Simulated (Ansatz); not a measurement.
System: Li₂O₃, space group Pn-3m (No. 224) (one of a set of cubic test structures, which need not be the stable phase).

Input of one of the runs behind the figure:
```
crystal:
  lattice:
    - [4.473877310819, 0.0, 0.0]
    - [0.0, 4.473877310819, 0.0]
    - [0.0, 0.0, 4.473877310819]
  atoms:
    - { symbol: Li, position: [0.25, 0.25, 0.25] }
    - { symbol: Li, position: [0.75, 0.75, 0.25] }
    - { symbol: Li, position: [0.75, 0.25, 0.75] }
    - { symbol: Li, position: [0.25, 0.75, 0.75] }
    - { symbol: O, position: [0.5, 0, 0] }
    - { symbol: O, position: [0, 0.5, 0] }
    - { symbol: O, position: [0, 0, 0.5] }
    - { symbol: O, position: [0.5, 0.5, 0] }
    - { symbol: O, position: [0.5, 0, 0.5] }
    - { symbol: O, position: [0, 0.5, 0.5] }
kpoints:
  mp_grid: { grid: [12, 12, 12] }
hamiltonian:
  xc: pbe
  pseudopotentials:
    kind: paw
    azcp:
      Li: "pseudopotentials/pbe/paw/ansatz_paw_generated_hard_1/Li.paw.azcp"
      O: "pseudopotentials/pbe/paw/ansatz_paw_generated_hard_1/O.paw.azcp"
scf:
  occupations: { method: fermi_dirac, width: 0.061225619053 }
  convergence: { dr2_threshold: "1e-9 eV" }
  max_iter: 300
output:
  forces: true
  stress: true
```

Command:
```bash
ansatz run input.yaml --threads 1
```

Computed with Ansatz 0.2.0 development build: equation of state of a cubic crystal from periodic Kohn-Sham density functional theory without spin, third-order Birch-Murnaghan fit to the free energies; pressure corrected for the finite basis. Level: PBE.

structure type cubic X2O3; atoms in cell 10; space group number 224; lattice centring simple cubic; k mesh 12×12×12; occupation method Fermi–Dirac; occupation width 0.06123 eV; wave cutoff 700 eV; datasets hard PAW; density tolerance 1e−09 eV; bands 34; density cutoff ratio 4; search for lower states default.

What does the calculation give for the energy above the lowest point and pressure against volume? The volume takes the values 8.4174, 8.5965, 8.7756, 8.9547, 9.1338, 9.3129, 9.4920 Å³/atom.

A third-order Birch–Murnaghan fit gives V0 = 8.97 Å³/atom, B0 = 81.2 GPa and B′ = 4.3. The energy above the lowest point is 9.48 meV/atom at volume 8.4174 Å³/atom and 7.09 meV/atom at 9.4920 Å³/atom; the lowest computed point is at volume 8.9547 Å³/atom (0.00 meV/atom), in a single well. The pressure falls from 5.868 GPa at volume 8.4174 Å³/atom to −4.100 GPa at 9.4920 Å³/atom, and changes sign near 8.97 Å³/atom.

```
volume (Å³/atom)  energy above the lowest point (meV/atom)  pressure (GPa)
          8.4174                                      9.48           5.868
          8.5965                                      4.14           3.735
          8.7756                                      1.05           1.818
          8.9547                                      0.00           0.100
          9.1338                                      0.78          -1.455
          9.3129                                      3.19          -2.848
          9.4920                                      7.09          -4.100
```

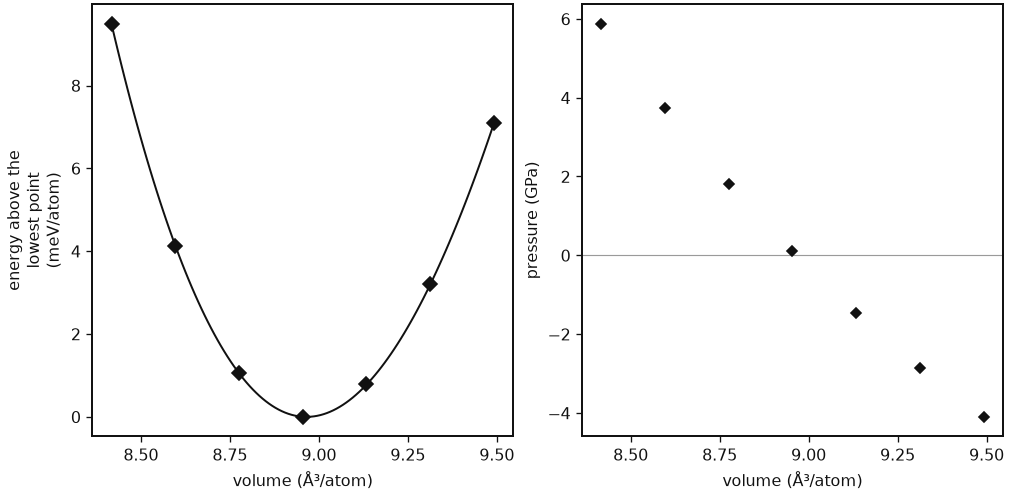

Limits of the calculation: cubic model structure, not the ambient form; modest k-mesh, values are not fully converged in k.
